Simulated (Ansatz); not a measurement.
Zr$_{3}$Si$_{2}$

Input file:

```
crystal:
  lattice:
    - [7.1795242611, 0.0, 0.0]
    - [0.0, 7.1795242611, 0.0]
    - [0.0, 0.0, 3.7421793578]
  atoms:
    - { symbol: Zr, position: [0.1739136664, 0.6739136664, 0.5] }
    - { symbol: Zr, position: [0.8260863336, 0.3260863336, 0.5] }
    - { symbol: Zr, position: [0.3260863336, 0.1739136664, 0.5] }
    - { symbol: Zr, position: [0.6739136664, 0.8260863336, 0.5] }
    - { symbol: Zr, position: [0.0, 0.0, 0.0] }
    - { symbol: Zr, position: [0.5, 0.5, 0.0] }
    - { symbol: Si, position: [0.6219463337, 0.1219463337, 0.0] }
    - { symbol: Si, position: [0.3780536663, 0.8780536663, 0.0] }
    - { symbol: Si, position: [0.8780536663, 0.6219463337, 0.0] }
    - { symbol: Si, position: [0.1219463337, 0.3780536663, 0.0] }
basis:
  ecutwfc: 500
kpoints:
  mp_grid: { grid: [6, 6, 10] }
hamiltonian:
  xc: r2scan
scf:
  occupations: { method: gaussian, width: 0.1 }
output:
  forces: true
  stress: true
  eigenvalues: true
  write_density: true
  write_potential: true
  elf: true
  volumetric_format: npy
relax:
  adjacent_minimum: "off"
  f_tol: 0.008
  max_steps: 40
```

Launched as:

```sh
ansatz run input.yaml --threads 2 --pin off --max-ram 5120MiB --backend cpu --events-out ev --progress --plain --runs-dir out
```

Below, planes, directions and counts refer to the conventional cell (a = 7.18 Å, b = 7.18 Å, c = 3.74 Å, α = 90.00°, β = 90.00°, γ = 90.00°).

Space group P4/mbm; a structure from a database of computed crystals, not necessarily the ambient phase; changed on purpose from its base cell (equal strain along all axes, cell held, atoms relaxed: +1.0 %); computed pressure about −4 GPa in this cell.

Level of theory: DFT r2SCAN, scalar-relativistic, plane waves, PAW (Ansatz 0.2.0).

Predict the valence pseudo-density and electron localisation function between the atoms.

Answer. Si–Si (2.48 Å): the density is about 0.41 e/Å³ at the midpoint; the ELF peaks at about 0.70 between the atoms.
Zr–Si (2.79 Å): ρ is about 0.26 e/Å³ halfway; the ELF peaks at about 0.70 in the valence shell of Si, 0.9 Å from its nucleus, and is about 0.30 at the midpoint.

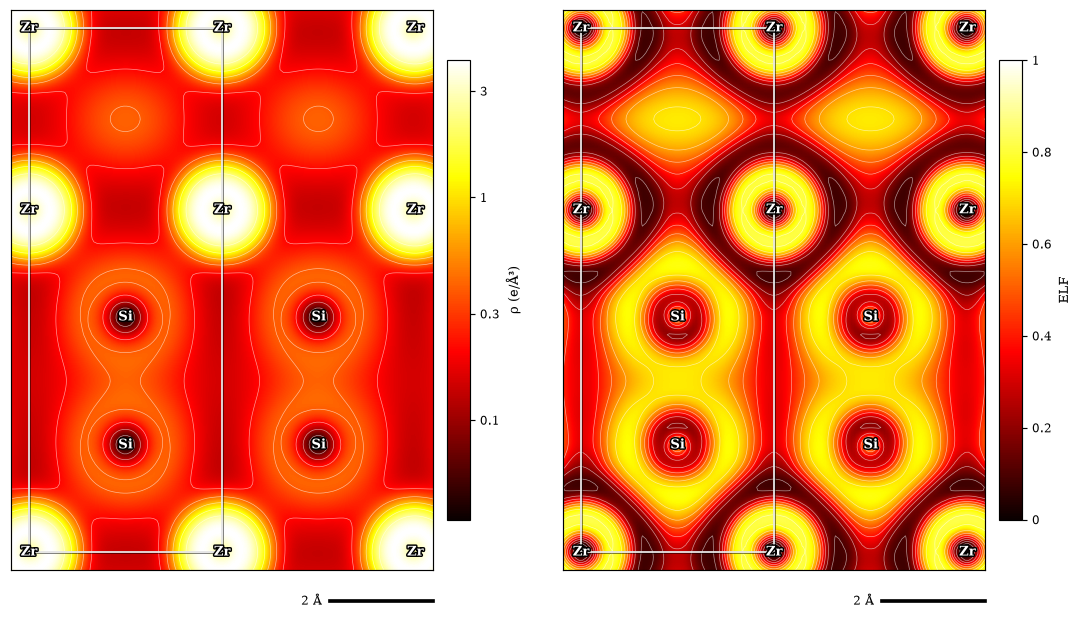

Computed valence pseudo-density and electron localisation function on the (11̄0) plane of the conventional cell, in this order. 

Core electrons are frozen (PAW), and the valence fields are smoothed inside the atomic spheres.
